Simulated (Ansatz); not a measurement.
Input

```
crystal:
  periodic: [false, false, false]
  atoms:
    - {symbol: C, position_ang: [-0.102800, 1.905000, 0.560800]}
    - {symbol: C, position_ang: [0.327700, 0.889700, -0.174300]}
    - {symbol: C, position_ang: [-0.446000, -0.352500, -0.465500]}
    - {symbol: C, position_ang: [0.258200, -1.608200, 0.036200]}
    - {symbol: H, position_ang: [-1.092900, 1.899200, 1.007100]}
    - {symbol: H, position_ang: [0.512900, 2.778300, 0.742300]}
    - {symbol: H, position_ang: [1.330000, 0.935100, -0.599700]}
    - {symbol: H, position_ang: [-1.442300, -0.274800, -0.019600]}
    - {symbol: H, position_ang: [-0.593000, -0.436900, -1.549400]}
    - {symbol: H, position_ang: [1.253200, -1.704600, -0.406500]}
    - {symbol: H, position_ang: [0.380200, -1.579000, 1.121300]}
    - {symbol: H, position_ang: [-0.308300, -2.506700, -0.218800]}
basis:
  gaussian:
    orbitals: def2-TZVP
    fitting: {mean_field: def2-universal-jkfit, correlation: cc-pVTZ-rifit}
hamiltonian:
  xc: {name: PBE0-DH}
  dispersion: {method: d3bj, functional: pbe}
  pseudopotentials: {relativity: scalar}
output: {forces: true, orbitals: {seedname: orbitals}}
```

Launched as:

```sh
ansatz run input.yaml --threads 1 --pin off --max-ram 2610MiB --events-out events.jsonl --progress --plain --runs-dir runs
```

Geometry: PBE0-D4/def2-TZVP.

Level of theory: isolated molecule in a Gaussian basis; Kohn-Sham density functional theory, functional PBE0-DH in Ansatz 0.2.0.

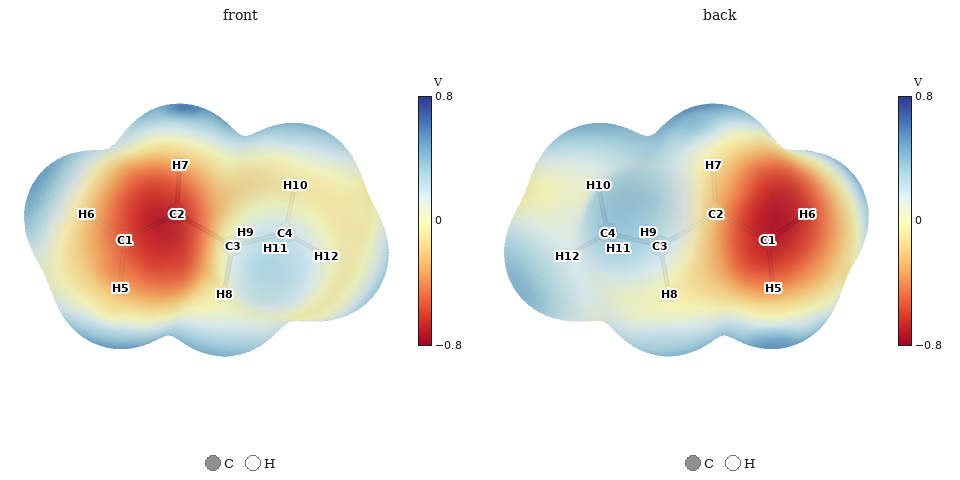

C4H8 (SMILES C=CCC). The molecular electrostatic potential painted on the density surface at 0.001 e/bohr³, seen from the front and from behind; the colour scale runs from red (negative) to blue (positive).

Question: Describe the electrostatic potential map.

Answer: The most negative region (about −0.7 V) lies over the π face of C1 and C2, the most positive (about +0.5 V) over H5, H6 and H7.

Question: How polar is the molecule by this calculation?

Answer: Its dipole moment is 0.40 D.
